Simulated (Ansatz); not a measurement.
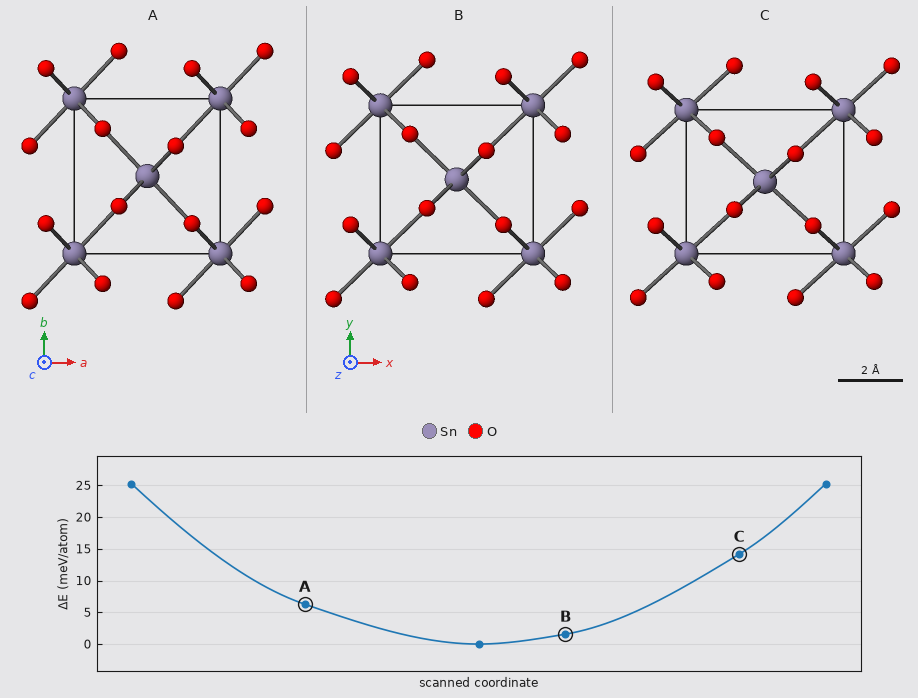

A scan of crystalline SnO2 (P4_2/mnm) along one coordinate. x, y and z are the Cartesian axes of the input. Style: ball-and-stick. Shown: the cell of the calculation, repeated 1 × 1 × 2 with one cell outlined, along the c axis.

Theory: DFT r2SCAN, scalar-relativistic, plane waves, PAW in Ansatz 0.2.0. Settings: plane-wave cutoff 500 eV; k-point mesh 6 × 6 × 8; occupations gaussian; smearing width 0.05 eV; no spin polarisation. Energies (free energies at the smearing named) are counted from the relaxed crystal.

### What is being scanned?

The cell is strained along x and oppositely along y, with the atoms kept at their fractional coordinates. In the frames the strain is −0.03 (A), 0.015 (B), 0.045 (C). The lowest computed point lies at the strain 0.00 (0.0 meV/atom). The end points stand at 25.3 meV/atom (−0.06) and 25.3 meV/atom (0.06). The distortion takes the space group from P4_2/mnm to Pnnm. At the strain −0.06 the cell of the drawing goes a 4.760 → 4.474 Å, b 4.760 → 5.046 Å.
